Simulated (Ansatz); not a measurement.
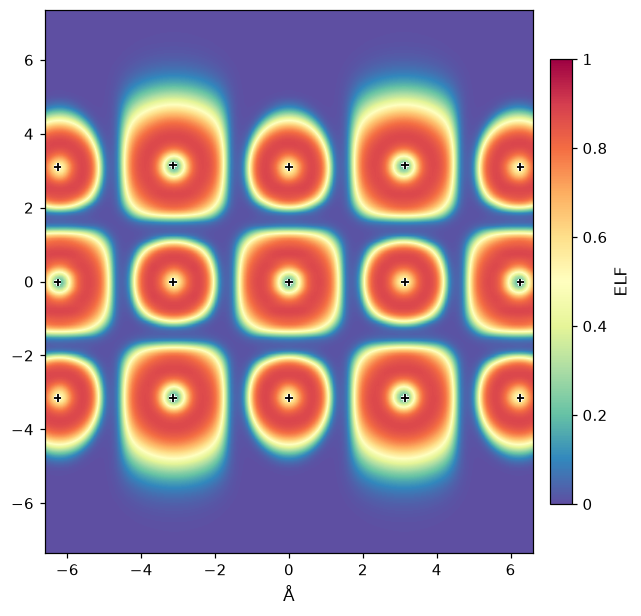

The electron localisation function on a plane through atoms (crosses mark nuclei in the plane).

Method: DFT PBE+D3(BJ), scalar-relativistic, plane waves, PAW in Ansatz.

Candidates:
A. SnS2, a = 3.67 Å, b = 3.67 Å, c = 5.80 Å, α = 90.00°, β = 90.00°, γ = 120.00°. Space group P-3m1.
B. Na, a = 4.08 Å, b = 4.08 Å, c = 4.08 Å, α = 90.00°, β = 90.00°, γ = 90.00°. Space group Im-3m; computed without spin polarisation.
C. KCl (slab), a = 8.86 Å, b = 8.86 Å, c = 22.26 Å, α = 90.00°, β = 90.00°, γ = 90.00°. 

Question: Which candidate gave the map?

Answer: Candidate C: KCl on the (11̄0) plane of the calculation cell, a cut from vacuum to vacuum, which holds K and Cl. K–Cl (3.12 Å): the ELF is about 0.10 at the midpoint: a largely ionic contact.
